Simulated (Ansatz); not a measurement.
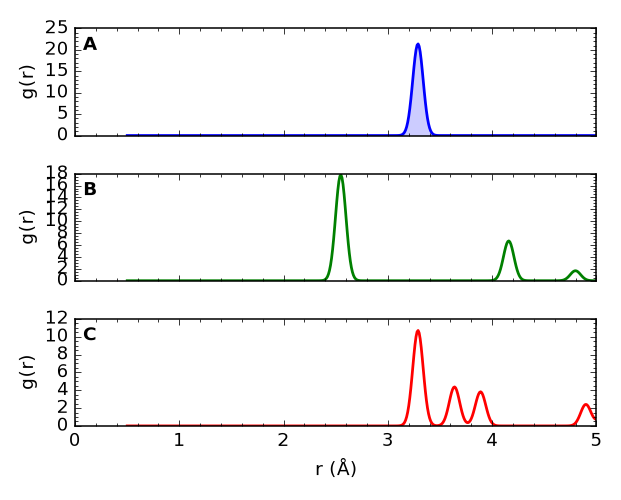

Element-resolved g(r), computed from the atomic positions of WSe2, each distance broadened by a Gaussian of σ = 0.05 Å. It is based on the input geometry of an electronic-structure calculation (not necessarily at equilibrium); the starting structure was generated, so it need not be a known form of this composition.

```
CELL_PARAMETERS angstrom
3.28660 0.00000 0.00000
-1.64330 2.84628 0.00000
0.00000 0.00000 19.49180
ATOMIC_POSITIONS crystal
W 0.00000 0.00000 0.00000
Se 0.33333 0.66667 0.91292
Se 0.00000 0.00000 0.75374
W 0.66667 0.33333 0.33333
Se 0.00000 0.00000 0.24626
Se 0.66667 0.33333 0.08708
W 0.33333 0.66667 0.66667
Se 0.66667 0.33333 0.57959
Se 0.33333 0.66667 0.42041
```

### Assign each lettered curve to its atom pair.

panel A is W–W (first distance 3.29 Å); panel B is W–Se (first distance 2.55 Å); panel C is Se–Se (first distance 3.29 Å).

### Give the first two coordination shells of each pair (distances closer than 0.12 Å counted as one shell; neighbours averaged over all atoms of the first element).

```
 pair  first shell (Å)  neighbours in it  second shell (Å)  neighbours in the second
  W–W             3.29         6 W per W  beyond the range                         –
 W–Se             2.55        6 Se per W              4.16                         6
Se–Se             3.29       6 Se per Se              3.64                         3
```
